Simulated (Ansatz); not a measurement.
NiO

The calculation's input:

```
crystal:
  lattice:
    - [0.0, 2.0859016414, 2.0859016414]
    - [2.0859016414, 0.0, 2.0859016414]
    - [2.0859016414, 2.0859016414, 0.0]
  atoms:
    - { symbol: Ni, position: [0.0, 0.0, 0.0], spin: 1.0 }
    - { symbol: O, position: [0.5, 0.5, 0.5] }
hamiltonian:
  xc: pbe
  pseudopotentials: { kind: paw }
magnetization:
  spin_polarized: true
kpoints:
  mp_grid: { grid: [11, 11, 11] }
  band_path:
    path:
      - [[0.0, 0.0, 0.0], [0.5, 0.0, 0.5], [0.5, 0.25, 0.75], [0.375, 0.375, 0.75], [0.0, 0.0, 0.0], [0.5, 0.5, 0.5], [0.625, 0.25, 0.625], [0.5, 0.25, 0.75], [0.5, 0.5, 0.5], [0.375, 0.375, 0.75]]
      - [[0.625, 0.25, 0.625], [0.5, 0.0, 0.5]]
    npoints: 14
scf:
  occupations: { method: fermi_dirac, width: 0.05 }
  n_extra_bands: 6
output:
  forces: true
  stress: true
  eigenvalues: true
  fatbands: true
  write_density: true
  write_potential: true
  elf: true
  volumetric_format: npy
```

Launched as:

```sh
ansatz run input.yaml --threads 2 --pin off --max-ram 5632MiB --backend cpu --events-out ev --progress --plain --runs-dir out
```

Below, planes, directions and counts refer to the conventional cell (a = 4.17 Å, b = 4.17 Å, c = 4.17 Å, α = 90.00°, β = 90.00°, γ = 90.00°).

Space group Fm-3m; computed pressure about 6 GPa in this cell; spin-polarised.

Method: Kohn-Sham DFT of a periodic cell, PBE, Ansatz PAW (Ansatz 0.2.0).

### What can the converged valence pseudo-density, electron localisation function and spin density tell about the bonding?

Ni–O (2.09 Å): the density is about 0.45 e/Å³ at the midpoint; the ELF peaks at about 0.80 in the valence shell of O, 0.6 Å from its nucleus, and is about 0.15 at the midpoint: no shared electron pair shows on this line.
The spin density sits on Ni: +1.4 μB (×4) in one cell of 8 atoms, with smaller moments on other sites: O (up to +0.27 μB): parallel main moments, as they must be, since the calculation's own cell holds one magnetic site. The cell of the calculation (2 atoms) carries 1.7 μB of net spin moment.

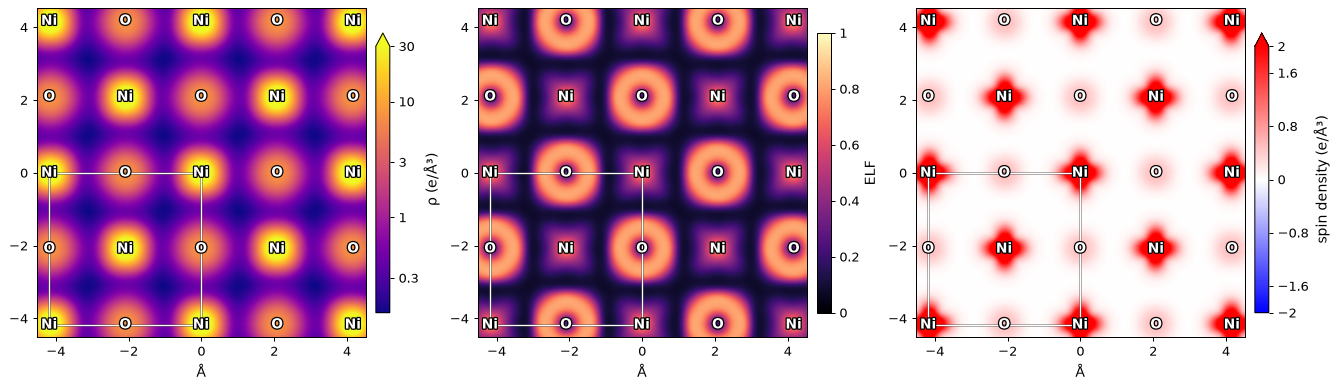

Computed valence pseudo-density, electron localisation function and spin density on the (010) plane of the conventional cell, in this order. 

The density is the valence pseudo-density of a PAW calculation; it isn't the true density close to the nuclei.
